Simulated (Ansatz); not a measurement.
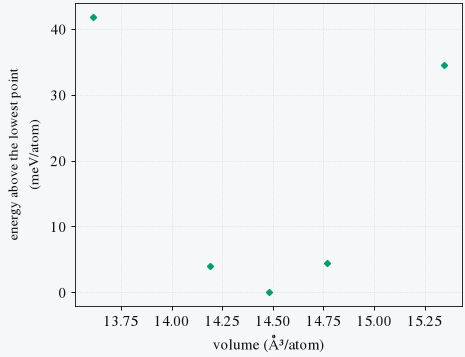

The figure shows the energy above the lowest point against volume for Rh, space group Im-3m (No. 229) (one of a set of cubic test structures, which need not be the stable phase).

Calculation (Ansatz 0.2.0 development build): equation of state of a cubic crystal from periodic Kohn-Sham density functional theory without spin, third-order Birch-Murnaghan fit to the free energies; pressure corrected for the finite basis. Level: PBE.

| setting | value |
| --- | --- |
| structure type | bcc |
| atoms in cell | 1 |
| space group number | 229 |
| lattice centring | body-centred primitive |
| k mesh | 17×17×17 |
| occupation method | Fermi–Dirac |
| occupation width | 0.06123 eV |
| wave cutoff | 700 eV |
| datasets | hard PAW |
| density tolerance | 1e−09 eV |
| bands | 13 |
| density cutoff ratio | 4 |
| search for lower states | default |

The points at volume 13.90 Å³/atom and 15.06 Å³/atom are left out of the plot. What values does the calculation give there?

| volume (Å³/atom) | energy above the lowest point (meV/atom) |
| --- | --- |
| 13.90 | 17.6 |
| 15.06 | 16.2 |

Note: cubic model structure, not the ambient form; modest k-mesh, values are not fully converged in k; no spin polarisation, a magnetic state may lie lower.
